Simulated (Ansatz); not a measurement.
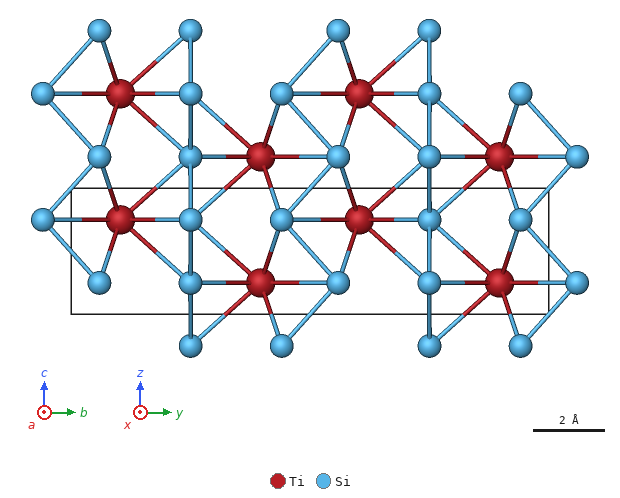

Energy scan for solid TiSi2 (Cmcm), in which the ratio of the cell's length along z to its lengths across, counted as 1 for the reference, is changed at fixed volume (a c/a path), with the atoms kept at their fractional coordinates. x, y and z are the Cartesian axes of the input. The picture shows the reference cell. Style: ball-and-stick. Shown: the conventional cell (2 times the calculation's cell), repeated 2 × 1 × 2 with one cell outlined, along the a axis. Lengths and directions refer to the drawn axes.

These are results of Ansatz, DFT PBE, scalar-relativistic, plane waves, PAW, not measurements. Settings: plane-wave cutoff 420 eV; k-point mesh 16 × 16 × 14; occupations gaussian; smearing width 0.15 eV; no spin polarisation. Energies (free energies at the smearing named) are counted from the relaxed crystal.

Input
```yaml
crystal:
  lattice:
    - [1.7738039278, -6.7803428766, 0.0]
    - [1.7738039278, 6.7803428766, 0.0]
    - [0.0, 0.0, 3.5792221395]
  atoms:
    - { symbol: Ti, position: [0.8968189481, 0.1031810519, 0.75] }
    - { symbol: Ti, position: [0.1031810519, 0.8968189481, 0.25] }
    - { symbol: Si, position: [0.5591475244, 0.4408524756, 0.75] }
    - { symbol: Si, position: [0.4408524756, 0.5591475244, 0.25] }
    - { symbol: Si, position: [0.2498281362, 0.7501718638, 0.75] }
    - { symbol: Si, position: [0.7501718638, 0.2498281362, 0.25] }
basis:
  ecutwfc: 420
kpoints:
  mp_grid: { grid: [16, 16, 14] }
hamiltonian:
  xc: pbe
scf:
  occupations: { method: gaussian, width: 0.15 }
output:
  forces: true
  stress: true
  eigenvalues: true
```

Run as
```bash
ansatz run input.yaml --threads 1 --pin off --max-ram 2560MiB --backend cpu --events-out ev --progress --plain --runs-dir out
```

Predict the energy profile (the relative ratio: 0.85, 0.92, 0.96, 1.00, 1.10, 1.20).

```tsv
axial ratio over its reference value	E − E(ref) (meV/atom)
0.85	146.6
0.92	40.7
0.96	9.9
1.00	0.0
1.10	53.7
1.20	184.4
```

The lowest computed point lies at the relative ratio 1.00 (0.0 meV/atom). At the ends of the scan the energy is 146.6 meV/atom (0.85) and 184.4 meV/atom (1.20). The distortion keeps the space group Cmcm. At the relative ratio 1.20 the cell of the drawing goes a 3.548 → 3.338 Å, b 13.561 → 12.761 Å, c 3.579 → 4.042 Å.
